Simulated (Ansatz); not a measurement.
# What a change does: single-point calculation on Al

System: Al (P-1, 6 atoms in the cell).
Method of run A: DFT PBEsol+D3(BJ), scalar-relativistic, plane waves, PAW, PAW set soft_1, no spin polarisation (Ansatz 0.2.0).

The structure derives from a Materials Project entry. Text and figures count atoms from 1; the logs count them from 0 in places.

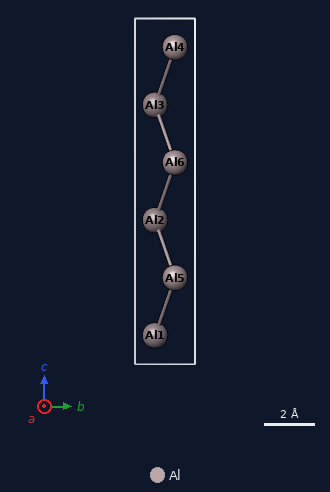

Figure 1. The input geometry (ball-and-stick view of the cell of the calculation, set on other vectors, along the a axis; atoms are numbered from 1 in the order of the input). An atom can appear more than once, as a periodic image.

### The input, run A
```yaml
crystal:
  lattice:
    - [-2.7899121276, 0.0, 0.0]
    - [-1.3949560638, -2.4161347768, 0.0]
    - [-0.4649853546, -0.8053782589, 13.9412785744]
  atoms:
    - { symbol: Al, position: [0.6666666667, 0.6388833333, 0.08335] }
    - { symbol: Al, position: [0.6666666667, 0.5277722222, 0.4166833333] }
    - { symbol: Al, position: [0.6666666667, 0.4166611111, 0.7500166667] }
    - { symbol: Al, position: [0.3333333333, 0.0277722222, 0.9166833333] }
    - { symbol: Al, position: [0.3333333333, 0.2499944444, 0.2500166667] }
    - { symbol: Al, position: [0.3333333333, 0.1388833333, 0.58335] }
basis:
  ecutwfc: 420
kpoints:
  mp_grid: { grid: [18, 18, 4] }
hamiltonian:
  xc: pbesol
  pseudopotentials: { kind: paw, azcp: { folder: soft_1 } }
  dispersion: d3bj
scf:
  occupations: { method: gaussian, width: 0.15 }
output:
  forces: true
  stress: true
  eigenvalues: true
```

Command:
```bash
ansatz run input.yaml --threads 2 --pin off --max-ram 4096MiB --backend cpu --events-out ev --progress --plain --runs-dir out
```

Hardware: 2 threads of Arm Neoverse N1, 98 GiB of memory available, shared host.

### Output, shortened to warnings, some set-up lines, iterations and results (run A)
```
Warning: [file] the record states the generating functional pbe (its physics header spells it `PBE`), which answers neither for hamiltonian.xc's functional nor for the pbesol family's — results may be inconsistent (PPs are generated against a specific XC)
Basis set: ecut = 420 eV, 1851 PW (Γ), exchange–correlation on 40×40×192 points (8 copies of the dense FFT grid, shifted against one another)
Symmetry: 2 space group operations
k-points: 652 of 1296
Initial density: superposition of atomic densities (chi_scale 0.1, normalization cell)
[...]
SCF iter   1: F=—  HF=-3149.266969 eV  |F-HF|=—  |Δ(HF+E_count)|=         —  Δρ=2.35e-2  dr2=5.66e-1  ethr=3.10e-3  ⟨swp⟩=6.3  Hψ=62525  notcnv=0  defer=3
SCF iter   2: F=—  HF=-3149.093404 eV  |F-HF|=—  |Δ(HF+E_count)|=   1.74e-1  Δρ=1.54e-2  dr2=2.49e-1  ethr=3.10e-3  ⟨swp⟩=1.0  Hψ=14996  notcnv=0  defer=3
SCF iter   3: F=—  HF=-3148.948757 eV  |F-HF|=—  |Δ(HF+E_count)|=   1.45e-1  Δρ=1.05e-3  dr2=3.85e-2  ethr=1.38e-3  ⟨swp⟩=1.3  Hψ=9409  notcnv=0  defer=6
SCF iter   4: F=—  HF=-3148.947427 eV  |F-HF|=—  |Δ(HF+E_count)|=   1.33e-3  Δρ=6.98e-4  dr2=1.78e-2  ethr=2.14e-4  ⟨swp⟩=1.4  Hψ=9525  notcnv=0  defer=6
SCF iter   5: F=—  HF=-3148.946702 eV  |F-HF|=—  |Δ(HF+E_count)|=   7.25e-4  Δρ=3.22e-4  dr2=3.22e-3  ethr=9.86e-5  ⟨swp⟩=1.0  Hψ=9088  notcnv=0  defer=6
SCF iter   6: F=—  HF=-3148.946526 eV  |F-HF|=—  |Δ(HF+E_count)|=   1.76e-4  Δρ=7.84e-5  dr2=1.73e-4  ethr=1.79e-5  ⟨swp⟩=1.0  Hψ=9088  notcnv=0  defer=6
SCF iter   7: F=—  HF=-3148.946516 eV  |F-HF|=—  |Δ(HF+E_count)|=   9.91e-6  Δρ=1.25e-5  dr2=2.67e-6  ethr=9.62e-7  ⟨swp⟩=1.0  Hψ=9091  notcnv=0  defer=6
SCF iter   8: F=—  HF=-3148.946557 eV  |F-HF|=—  |Δ(HF+E_count)|=   4.11e-5  Δρ=3.25e-6  dr2=5.02e-8  ethr=5.56e-10  ⟨swp⟩=5.9  Hψ=45425  notcnv=0
SCF iter   9: F=-3148.946557 eV  HF=-3148.946557 eV  |F-HF|=1.38e-8  |Δ(HF+E_count)|=   3.44e-9  Δρ=1.78e-6  dr2=1.57e-8  ethr=2.79e-10  ⟨swp⟩=2.0  Hψ=29945  notcnv=0
SCF 1 converged in 9 iterations: F = -3148.946557 eV  dr2 = 1.57e-8
SCF converged after 9 iterations
Free energy (F): -3148.946557 eV
Harris-Foulkes:  -3148.946557 eV  (|F-HF|=1.38e-8)
Internal energy: -3148.921455 eV  (E = F + TS)
E sigma→0 (E₀):  -3148.934006 eV
Entropy (-TS):   -0.025102 eV (-4.184 meV/atom)
Fermi energy:    8.403842 eV
--- Per-component energies (eV) ---
  E_band       = 69.517484
  E_kinetic    = 140.091578
  E_local      = 66.421251  (includes V_loc(G=0)·N_el)
  E_nonlocal   = 61.860696
  E_hartree    = 0.675759
  E_xc         = -226.719605
  E_vxc        = -178.945658  (∫ρ·V_xc dr)
  E_paw        = -2740.902412  (= ΣΔE_a)
  E_vpaw       = -21.261922  (= ΣTr[D̂ρ^β])
  E_aug_tail   = -0.000019  (compensation charges beyond the density's cutoff)
  E_ewald      = -448.454625
  E_disp       = -2.008913  (pairwise vdW)
  E_core_change = 0.114834  (= ΣΔE_core)
  E_smearing   = -0.025102  (= −TS)
  E_closure    = 0.000000  (closes the sum)
  Σ components = -3148.946557   (vs F -3148.946557, Δ=0.00e0)
--- Forces (eV/Å), atoms counted from 1 ---
  atom   1  Al    -0.26214987     0.40141493     0.64233258
  atom   2  Al    -0.00531882     0.01039247     0.01018501
  atom   3  Al     0.01310300     0.03107837     0.02784791
  atom   4  Al     0.26214987    -0.40141493    -0.64233258
  atom   5  Al    -0.01310300    -0.03107837    -0.02784791
  atom   6  Al     0.00531882    -0.01039247    -0.01018501
  max |Σ_I F_I| component: 3.99e-17 eV/Å
--- Stress (GPa, compression-positive) ---
        0.420810      -0.133305      -1.260875
       -0.133305       0.731488       1.506542
       -1.260875       1.506542       1.663259
  P = ⅓ Tr σ = 0.9385 GPa (9.385 kbar)
```

The input of run B differs as follows (lines with − go, lines with + come):
```diff
-basis:
-  ecutwfc: 420
+  eigensolver: { kind: davidson }
+accuracy: low
```

What does this change do to the results?

The energy doesn't change within 0.01 meV per atom. The number of SCF iterations is the same.

### Output, shortened to warnings, some set-up lines, iterations and results (run B)
```
Warning: [file] the record states the generating functional pbe (its physics header spells it `PBE`), which answers neither for hamiltonian.xc's functional nor for the pbesol family's — results may be inconsistent (PPs are generated against a specific XC)
Basis set: ecut = 420 eV, 1851 PW (Γ), exchange–correlation on 40×40×192 points (8 copies of the dense FFT grid, shifted against one another)
Symmetry: 2 space group operations
k-points: 652 of 1296
Initial density: superposition of atomic densities (chi_scale 0.1, normalization cell)
[...]
SCF iter   1: F=—  HF=-3149.265896 eV  |F-HF|=—  |Δ(HF+E_count)|=         —  Δρ=2.35e-2  dr2=5.64e-1  ethr=3.19e-3  ⟨swp⟩=5.4  Hψ=64018  notcnv=0
SCF iter   2: F=—  HF=-3149.092615 eV  |F-HF|=—  |Δ(HF+E_count)|=   1.73e-1  Δρ=1.54e-2  dr2=2.51e-1  ethr=3.14e-3  ⟨swp⟩=2.1  Hψ=17750  notcnv=0  defer=9
SCF iter   3: F=—  HF=-3148.946809 eV  |F-HF|=—  |Δ(HF+E_count)|=   1.46e-1  Δρ=1.03e-3  dr2=3.63e-2  ethr=1.40e-3  ⟨swp⟩=2.4  Hψ=19160  notcnv=0  defer=145
SCF iter   4: F=—  HF=-3148.946592 eV  |F-HF|=—  |Δ(HF+E_count)|=   2.17e-4  Δρ=6.15e-4  dr2=1.18e-2  ethr=2.02e-4  ⟨swp⟩=2.4  Hψ=16739  notcnv=0  defer=107
SCF iter   5: F=—  HF=-3148.946392 eV  |F-HF|=—  |Δ(HF+E_count)|=   1.99e-4  Δρ=2.85e-4  dr2=1.83e-3  ethr=6.54e-5  ⟨swp⟩=2.2  Hψ=16247  notcnv=0  defer=64
SCF iter   6: F=—  HF=-3148.946516 eV  |F-HF|=—  |Δ(HF+E_count)|=   1.23e-4  Δρ=1.73e-4  dr2=3.43e-5  ethr=1.77e-7  ⟨swp⟩=4.4  Hψ=44692  notcnv=0  defer=15
SCF iter   7: F=—  HF=-3148.946557 eV  |F-HF|=—  |Δ(HF+E_count)|=   4.10e-5  Δρ=2.44e-5  dr2=9.88e-7  ethr=1.77e-7  ⟨swp⟩=2.0  Hψ=16114  notcnv=0  defer=13
SCF iter   8: F=—  HF=-3148.946557 eV  |F-HF|=—  |Δ(HF+E_count)|=   3.87e-7  Δρ=9.54e-6  dr2=4.23e-7  ethr=5.49e-9  ⟨swp⟩=4.0  Hψ=23772  notcnv=0  defer=11
SCF iter   9: F=-3148.946557 eV  HF=-3148.946557 eV  |F-HF|=3.43e-8  |Δ(HF+E_count)|=   8.69e-8  Δρ=3.93e-6  dr2=4.29e-8  ethr=2.35e-9  ⟨swp⟩=2.8  Hψ=17679  notcnv=0  defer=15
SCF 1 converged in 9 iterations: F = -3148.946557 eV  dr2 = 4.29e-8
  Residual-converged pass: ⟨swp⟩=3.6  Hψ=22821  notcnv=0  max |occ|·‖R‖ = 6.7e-6 eV (tolerance 6.7e-6 eV)  dr2=4.63e-8  dr2_onsite=7.26e-10  max |Δocc| = 7.5e-7
SCF converged after 9 iterations
Free energy (F): -3148.946557 eV
Harris-Foulkes:  -3148.946557 eV  (|F-HF|=3.43e-8)
Internal energy: -3148.921455 eV  (E = F + TS)
E sigma→0 (E₀):  -3148.934006 eV
Entropy (-TS):   -0.025102 eV (-4.184 meV/atom)
Fermi energy:    8.403840 eV
--- Per-component energies (eV) ---
  E_band       = 69.517448
  E_kinetic    = 140.091587
  E_local      = 66.421287  (includes V_loc(G=0)·N_el)
  E_nonlocal   = 61.860620
  E_hartree    = 0.675764
  E_xc         = -226.719604
  E_vxc        = -178.945662  (∫ρ·V_xc dr)
  E_paw        = -2740.902388  (= ΣΔE_a)
  E_vpaw       = -21.261926  (= ΣTr[D̂ρ^β])
  E_aug_tail   = -0.000019  (compensation charges beyond the density's cutoff)
  E_ewald      = -448.454625
  E_disp       = -2.008913  (pairwise vdW)
  E_core_change = 0.114834  (= ΣΔE_core)
  E_smearing   = -0.025102  (= −TS)
  E_closure    = 0.000000  (closes the sum)
  Σ components = -3148.946557   (vs F -3148.946557, Δ=0.00e0)
--- Forces (eV/Å), atoms counted from 1 ---
  atom   1  Al    -0.26215393     0.40142153     0.64226868
  atom   2  Al    -0.00531927     0.01039307     0.01013700
  atom   3  Al     0.01310456     0.03107645     0.02778725
  atom   4  Al     0.26215393    -0.40142153    -0.64226868
  atom   5  Al    -0.01310456    -0.03107645    -0.02778725
  atom   6  Al     0.00531927    -0.01039307    -0.01013700
  max |Σ_I F_I| component: 2.26e-17 eV/Å
--- Stress (GPa, compression-positive) ---
        0.420818      -0.133299      -1.260854
       -0.133299       0.731459       1.506521
       -1.260855       1.506521       1.663272
  P = ⅓ Tr σ = 0.9385 GPa (9.385 kbar)
```

### The two runs side by side

```csv
quantity,run A,run B
outcome,converged,converged
free energy per atom (eV),−524.8244,−524.8244
"energy per atom, smearing taken to zero (eV)",−524.8223,−524.8223
gap on the mesh (eV),0.00,0.00
pressure (GPa),0.94,0.94
largest force (eV/Å),0.802,0.801
SCF iterations,9,9
irreducible k-points,652,652
plane waves at Γ,1851,1851
wall time (shared host),55 s,70 s
```

For both runs: Warnings: the PAW datasets were made with another functional. For run B: These settings are looser than, or depart from, a standard set-up, so the numbers are not reference values for this system. The input asks for low accuracy.
